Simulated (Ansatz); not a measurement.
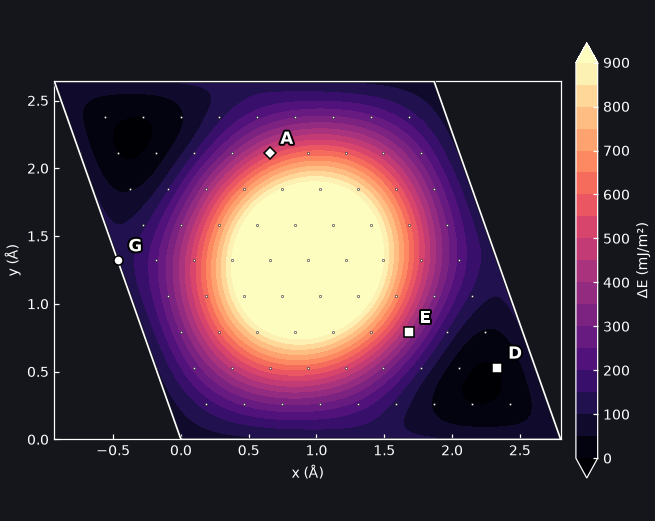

Al (Im-3m, No. 229; 4 atoms in the cell). Gamma surface: rigid slide across a plane, one fault a cell; the plane is (0 1 1) of the conventional cell. Places are given modulo a cell vector. The map is drawn in real space over the plane of the slide. Nothing is relaxed (rigid halves, spacing across the cut fixed). The scan uses a 10 × 10 grid; 31 points were computed and 69 follow by symmetry. Energies: mJ/m², counted from the lowest grid point. These are results of DFT PBE, scalar-relativistic, plane waves, PAW in Ansatz 0.2.0, not measurements. Settings: cutoff 420 eV, k-mesh 16×16×5 in the order of the run's cell vectors, gaussian smearing 0.15 eV, no spin polarisation.

Drawn: filled contours, dots at the grid points, the outline of one cell of the plane, one colour for all values above the top of the scale, lettered points. Between grid points the surface is interpolated.

**Is A the lowest point of the computed grid?**

No. A lies 521 mJ/m² above the lowest grid point, which is at (1/10, 8/10) of the cell vectors.

**What kind of point is each of A, D, E, G: minimum, saddle, maximum or slope?**

A: on a slope; D: minimum; E: on a slope; G: saddle point. (In these two coordinates alone; a stationary point may lie a little off the grid point.)

**Rank the lettered points by energy, lowest first.**

D (0 mJ/m²), G (129 mJ/m²), E (391 mJ/m²), A (521 mJ/m²).

PAW datasets: the set soft_1.
